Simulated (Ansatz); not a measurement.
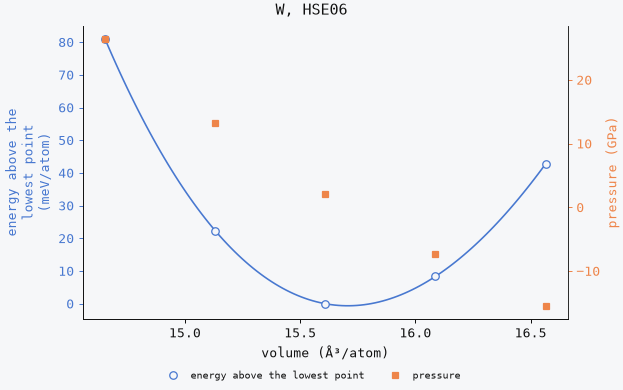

Calculation (Ansatz 0.2.0 development build): equation of state of a cubic crystal from periodic Kohn-Sham density functional theory without spin, third-order Birch-Murnaghan fit to the free energies; pressure corrected for the finite basis. Level: HSE06.

| setting | value |
| --- | --- |
| structure type | bcc |
| atoms in cell | 1 |
| space group number | 229 |
| lattice centring | body-centred primitive |
| k mesh | 6×6×6 |
| occupation method | Fermi–Dirac |
| occupation width | 0.1 eV |
| wave cutoff | 760 eV |
| datasets | hand-made PAW |
| density tolerance | 0 eV |
| bands | 18 |
| density cutoff ratio | 4 |
| search for lower states | default |
| exchange singularity | regularized |

Figure. Energy above the lowest point and pressure against volume for W, space group Im-3m (No. 229) (one of a set of cubic test structures, which need not be the stable phase).

A third-order Birch–Murnaghan fit gives V0 = 15.71 Å³/atom, B0 = 326 GPa and B′ = 4.4. The energy above the lowest point is 81.0 meV/atom at volume 14.65 Å³/atom and 42.7 meV/atom at 16.56 Å³/atom; the lowest computed point is at volume 15.61 Å³/atom (0.0 meV/atom), and no other minimum shows among the points. The pressure falls from 26.4 GPa at volume 14.65 Å³/atom to −15.4 GPa at 16.56 Å³/atom, and changes sign near 15.71 Å³/atom.

Caveats: coarse k-mesh, values are not converged in k.
